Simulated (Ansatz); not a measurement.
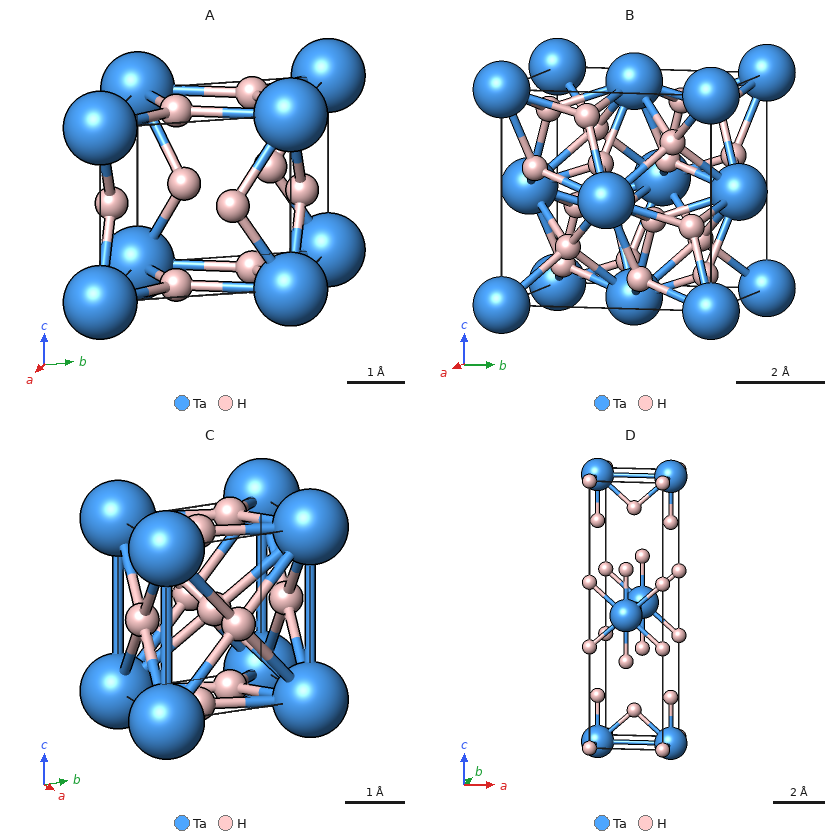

Four structures of TaH₅, each relaxed to rest (conventional cells in solid outline, small ones repeated, each panel with its own scale). Method: DFT PBE, scalar-relativistic, plane waves, PAW in Ansatz 0.2.0, without spin polarisation.

> Name the structure in each panel.

A: 6 atoms a cell on a primitive hexagonal lattice, P-62m; B: 24 atoms a cell on a face-centred cubic lattice, F-43m; C: CaCu₅ type, P6/mmm; D: 12 atoms a cell on a body-centred orthorhombic lattice, Immm.

> Which of these is lowest in energy, and how far above it do the others lie?

A, then B (+260 meV/atom), D (+286 meV/atom) and C (+301 meV/atom), energies at zero smearing.

> Collect the results in a table.

| panel | structure | E − E(lowest) (meV/atom) | volume (Å³/atom) | gap (eV) |
| --- | --- | --- | --- | --- |
| A | P-62m | 0 | 5.7 | metal |
| B | F-43m | 260 | 5.1 | metal |
| D | Immm | 286 | 9.7 | metal |
| C | P6/mmm | 301 | 5.1 | metal |

Some of these may be structure types tried for this composition rather than known phases, and the most stable form need not be among them. Gaps are taken on the k-mesh or band path of each run.
